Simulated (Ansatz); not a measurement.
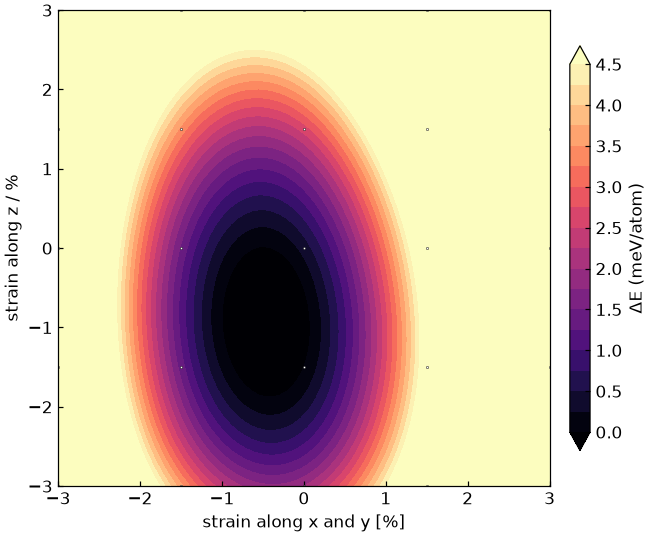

Mg (P6/mmm, No. 191; 1 atom in the cell). 
- The cell is strained homogeneously, by one strain along x and y and another along z, with fractional coordinates fixed (x along [1 0 0], z along [0 0 1] of the conventional cell).
- Coordinates scanned: (1) strain along x and y; (2) strain along z.
- The grid has 5 × 5 points.
- Energies are in meV/atom, from the lowest grid point.
- The reference cell is the one listed in the database, not relaxed at this level.
- These are results of DFT LDA, scalar-relativistic, plane waves, PAW (Ansatz 0.2.0), not measurements. Settings: cutoff 420 eV, k-mesh 18×18×16 in the order of the run's cell vectors, gaussian smearing 0.15 eV, no spin polarisation.

The picture shows filled contours, dots at the grid points, one colour for all values above the top of the scale. Between grid points the surface is interpolated.

### Estimate the clamped-ion elastic constants that this map fixes.

With the cell volume of 24.5 Å³, the curvatures of the interpolated surface at its minimum give C₁₁ + C₂₂ + 2C₁₂ ≈ 193 GPa, C₃₃ ≈ 63 GPa and C₁₃ + C₂₃ ≈ 7.7 GPa (clamped ions, Cartesian axes of the cell). A stretch of 1 % along z with free sides (kept equal in x and y) would change the in-plane lengths by about −0.04 %.
